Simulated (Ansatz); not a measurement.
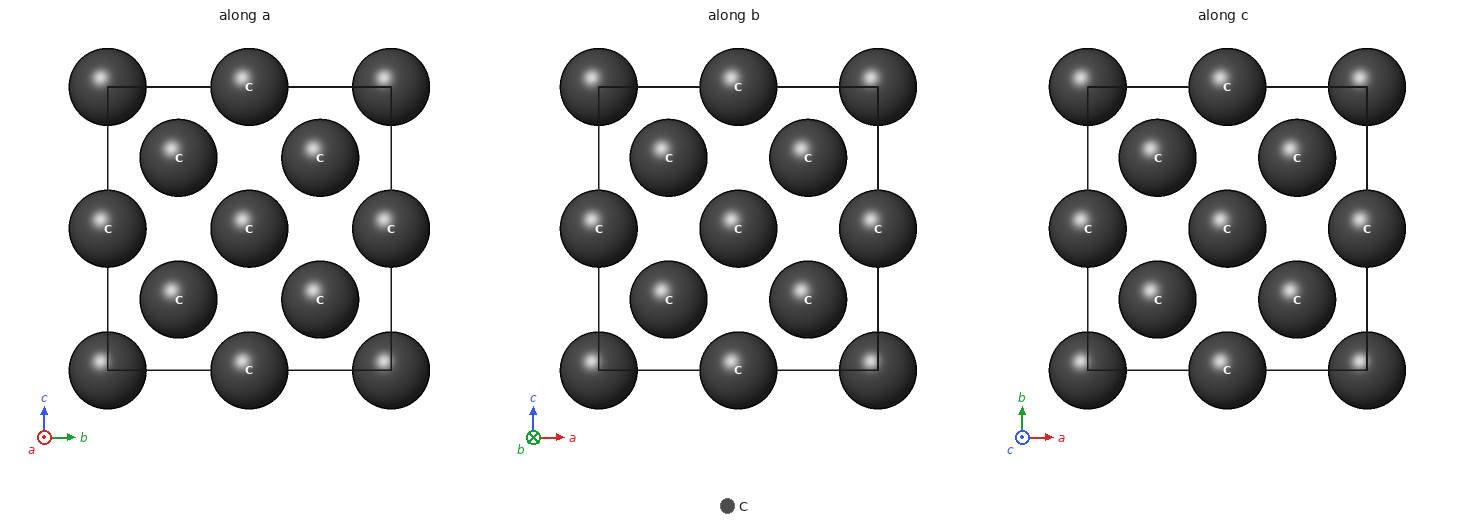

Structure drawing (spheres-only), viewed along the a axis, along the b axis and along the c axis. The lines enclose the drawn cell (a repeat of the simulation cell); boundary atoms appear with their images.

Lattice parameters: a = 3.5068 Å, b = 3.5602 Å, c = 3.5602 Å, α = 90.000°, β = 90.000°, γ = 90.000°.

Question: Transcribe the picture into a CIF in P1 with every atom of the cell.

Answer:
```cif
data_structure
_symmetry_space_group_name_H-M 'P 1'
_symmetry_Int_Tables_number 1
_cell_length_a 3.5068
_cell_length_b 3.5602
_cell_length_c 3.5602
_cell_angle_alpha 90.000
_cell_angle_beta 90.000
_cell_angle_gamma 90.000
_cell_volume 44.45
loop_
_atom_site_label
_atom_site_type_symbol
_atom_site_fract_x
_atom_site_fract_y
_atom_site_fract_z
_atom_site_occupancy
C1 C 0.5000 0.0000 0.0000 1
C2 C 0.7500 0.2500 0.2500 1
C3 C 0.0000 0.5000 0.0000 1
C4 C 0.2500 0.7500 0.2500 1
C5 C 0.0000 0.0000 0.5000 1
C6 C 0.2500 0.2500 0.7500 1
C7 C 0.5000 0.5000 0.5000 1
C8 C 0.7500 0.7500 0.7500 1
```

It goes back to a structure type filled with this element by a generator (whether the element takes this form wasn't checked). The cell was then strained or its atoms displaced on purpose. It was run through Ansatz as a DFT input.
